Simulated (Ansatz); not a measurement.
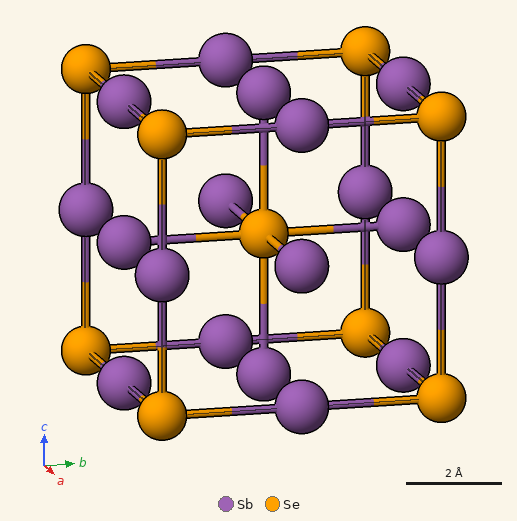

Figure: ball-and-stick view slightly off an axis. The parallelepiped is the conventional unit cell. Cell: a = 6.12 Å, b = 6.12 Å, c = 6.12 Å, α = 90.00°, β = 90.00°, γ = 90.00°.

Starting structure: a random cell made by a generator, so it need not be a real form of the compound. Earlier steps of the study may have refined or changed the cell and positions. An electronic-structure calculation with Ansatz was run on it.

**State composition, symmetry and coordination.**

The formula is Sb3Se. The atoms follow space group Im-3m (No. 229); the Bravais lattice is body-centred cubic. It has 8 atoms to the cell (6 Sb, 2 Se). Sb is linked to two Se in a linear arrangement at about 3.1 Å. The neighbours of Se are six Sb in an octahedral arrangement at about 3.1 Å. The bonds build a three-dimensional framework.

Results below were computed with DFT r2SCAN, scalar-relativistic, plane waves, PAW in Ansatz 0.2.0; the settings were a kinetic-energy cutoff of 500 eV, k-points about 0.12 Å⁻¹ apart, Gaussian smearing of 0.1 eV, no spin polarisation.

**What is the electronic character?**

A metal: bands cross the Fermi level.

**Predict the Bader charges.**

Sb +0.20 e; Se -0.61 e.

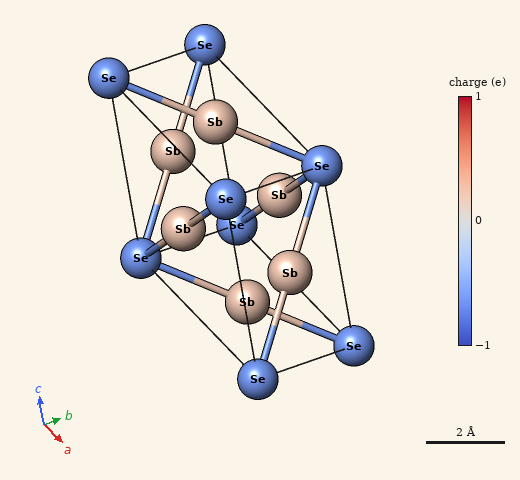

The atoms coloured by those charges. The run's cell of 4 atoms is drawn, so axes and origin can differ from the first picture.

**Is the structure relaxed at this level of theory?**

No. All forces vanish to within 0.01 eV/Å. The pressure is -1.1 GPa, so the cell would contract.
